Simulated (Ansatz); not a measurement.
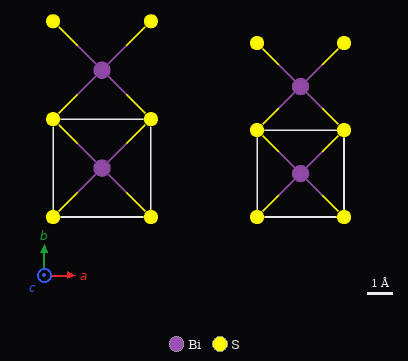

Two geometries of solid BiS (a generated structure, set up in Pm-3m), drawn at one scale. One is the start of a relaxation, the other its converged end. Style: ball-and-stick. Shown: the cell of the calculation, repeated 1 × 2 × 1 with one cell outlined, along the c axis.

Theory: Ansatz, Kohn-Sham DFT of a periodic cell, PBE0, Ansatz PAW. Set-up: plane-wave cutoff 420 eV; k-point mesh 4 × 4 × 4; occupations fermi-dirac; smearing width 0.05 eV; no spin polarisation; cell and atoms relaxed; force threshold 0.01 eV/Å; at most 40 steps.

Question: Which geometry has the lower energy?

Answer: The right one is the relaxed one. The run lets cell and atoms move. No atom moves by more than 0.005 Å relative to the cell. Cell: a = b = c 4.003 → 3.557 Å (−11.1 %). Volume −29.8 %. Near-neighbour distances that change, for instance: Bi–S 3.467 → 3.081 Å. The space group stays Pm-3m (No. 221). The energy falls by 561 meV per atom in 4 accepted moves (5 points after the start). All forces vanish by symmetry, so only the cell relaxes. The pressure goes from −13.45 to 0.01 GPa. At 1 point the geometry stayed and the basis and grid were re-selected for the new cell (energy shift of 1.0 meV per atom at most each time).

Limits of the set-up: the k-point mesh is coarse for a cell with partly filled bands.
